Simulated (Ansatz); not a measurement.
A series of calculations on Ti

**1. Relaxation**

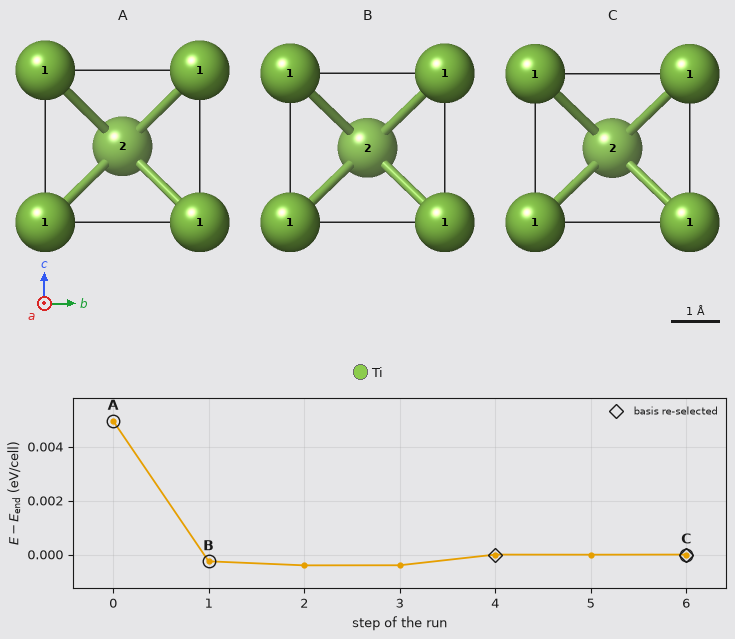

Frames of a relaxation of a crystal of Ti (set up in I4/mmm), marked on the history of the run. The picture is a ball-and-stick view of the cell of the calculation, seen along the a axis.

Case: biaxial strain in the a-b plane of +1.0 %; c and atoms relaxed.

The calculation used DFT r2SCAN, scalar-relativistic, plane waves, PAW in Ansatz. (plane-wave cutoff 500 eV; k-point mesh 16 × 16 × 16; occupations gaussian; smearing width 0.1 eV; no spin polarisation; cell relaxed at fixed a, b, gamma; force threshold 0.008 eV/Å; at most 40 steps)

### Describe the path.

After 4 accepted moves (6 points after the start) the energy has fallen by 5.0 meV per cell of the calculation. All forces vanish by symmetry, so only the cell relaxes. Pressure: −1.48 GPa at the start and 1.15 GPa at the end. The SCF was repeated twice at an unchanged geometry on a basis and grid sized afresh for the cell, which shifted the energy by 0.4 meV per cell of the calculation at most. The atoms keep their places relative to the cell (all moves are under 0.005 Å). Cell: a = b unchanged at 3.284 Å, c 3.232 → 3.157 Å (−2.3 %). Volume −2.3 %. Near-neighbour distances that change, for instance: Ti1–Ti1 3.232 → 3.157 Å, Ti1–Ti2 2.829 → 2.808 Å. The space group stays I4/mmm (No. 139). The run took 5.6 min on 1 thread of Intel(R) Xeon(R) Processor @ 2.50GHz (Skylake/Cascade Lake), with other jobs on the host, peak memory 0.69 GiB. From step 0 to 1: volume −2.0 %, energy −5.2 meV per cell of the calculation. From step 1 to 6: volume −0.3 %, energy +0.3 meV per cell of the calculation.

| step | E − E(0), meV/atom | pressure, GPa | volume, Å³/atom | note |
| --- | --- | --- | --- | --- |
| 0 | 0.00 | -1.48 | 17.433 |  |
| 1 | -2.60 | 0.78 | 17.084 |  |
| 2 | -2.68 | 1.17 | 17.028 |  |
| 3 | -2.68 | 1.14 | 17.031 |  |
| 4 | -2.48 | 1.13 | 17.031 | same geometry, new basis |
| 5 | -2.48 | 1.15 | 17.028 |  |
| 6 | -2.48 | 1.15 | 17.028 | same geometry, new basis |

**2. Relaxation**

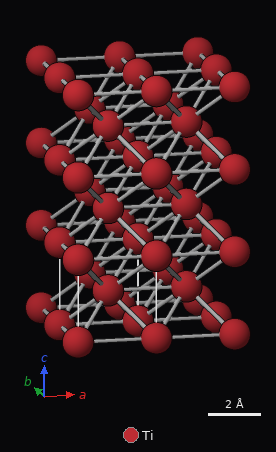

Solid Ti (set up in I4/mmm), before the relaxation. A ball-and-stick model of the cell of the calculation, repeated 2 × 2 × 3 with one cell outlined, seen slightly off an axis.

Case: biaxial strain in the a-b plane of -3.0 %; c and atoms relaxed.

Theory: DFT r2SCAN, scalar-relativistic, plane waves, PAW in Ansatz.

Input file:
```yaml
crystal:
  lattice:
    - [3.1542360521, 0.0, 0.0]
    - [0.0, 3.1542360521, 0.0]
    - [0.0, 0.0, 3.3103219598]
  atoms:
    - { symbol: Ti, position: [0.0, 0.0, 0.0] }
    - { symbol: Ti, position: [0.5, 0.5, 0.5] }
basis:
  ecutwfc: 500
kpoints:
  mp_grid: { grid: [16, 16, 16] }
hamiltonian:
  xc: r2scan
scf:
  occupations: { method: gaussian, width: 0.1 }
output:
  forces: true
  stress: true
  eigenvalues: true
relax:
  adjacent_minimum: "off"
  f_tol: 0.008
  max_steps: 40
  cell: { stress_tol: 0.015, fix: [a, b, gamma] }
```

Launched with:
```bash
ansatz run input.yaml --threads 1 --pin off --max-ram 2560MiB --backend cpu --events-out ev --progress --plain --runs-dir out
```

Where does the relaxation end?

Answer. Over 4 accepted moves (6 points after the start) the energy falls by 22.1 meV per atom. All forces vanish by symmetry, so only the cell relaxes. Pressure: 5.26 GPa at the start and −2.52 GPa at the end. The SCF was repeated twice at an unchanged geometry on a basis and grid sized afresh for the cell, which shifted the energy by 0.7 meV per atom at most. The atoms keep their places relative to the cell (all moves are under 0.005 Å). The drawn cell changes as follows: a = b unchanged at 3.154 Å, c 3.310 → 3.554 Å (+7.4 %); the volume changes by +7.4 %. Near-neighbour distances that change, for instance: Ti1–Ti2 2.777 → 2.852 Å. The space group stays I4/mmm (No. 139).

After the run, drawn alike:

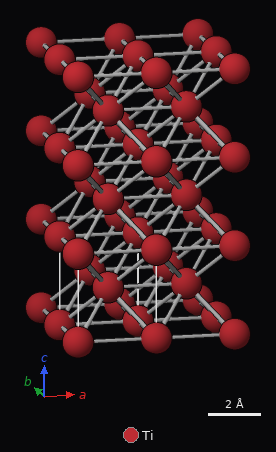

**3. Scan**

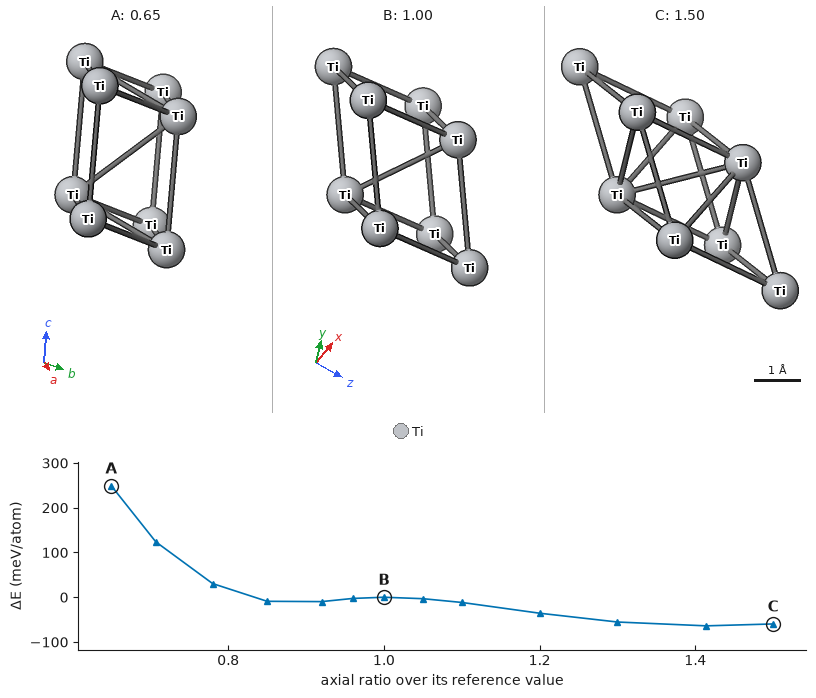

Energy scan for crystalline Ti (Im-3m), in which the ratio of the cell's length along z to its lengths across, counted as 1 for the reference, is changed at fixed volume (a tetragonal or Bain path), with the atoms kept at their fractional coordinates. x, y and z are the Cartesian axes of the input. The lettered frames are marked on the plot. A ball-and-stick model of the cell of the calculation, seen slightly off an axis.

Computed with DFT r2SCAN, scalar-relativistic, plane waves, PAW in Ansatz. Settings: plane-wave cutoff 500 eV; k-point mesh 22 × 22 × 22; occupations gaussian; smearing width 0.15 eV; no spin polarisation. Energies (free energies at the smearing named) are counted from the cell as listed in its source, which wasn't relaxed.

Q: Read off the main features of the energy profile.

A: Of the computed points the lowest is at the relative ratio 1.414, −64 meV/atom. Further local minima among the points: 0.92 (−10 meV/atom). A local maximum lies at 1.00 (0 meV/atom). The end points stand at 249 meV/atom (0.65) and −60 meV/atom (1.50). The unrelaxed reference is under a pressure of −2.8 GPa. The distortion takes the space group from Im-3m to I4/mmm, except for Fm-3m at 1.414. At the relative ratio 1.50 the cell of the drawing goes a 2.842 → 2.955 Å, b 2.842 → 2.955 Å, c 2.842 → 2.955 Å, α 109.5° → 122.0°, β 109.5° → 122.0°, γ 109.5° → 86.6°.

The computed points:

```
axial ratio over its reference value  ΔE (meV/atom)
                               0.650            249
                               0.707            124
                               0.780             31
                               0.850             −9
                               0.920            −10
                               0.960             −3
                               1.000              0
                               1.050             −3
                               1.100            −12
                               1.200            −36
                               1.300            −55
                               1.414            −64
                               1.500            −60
```
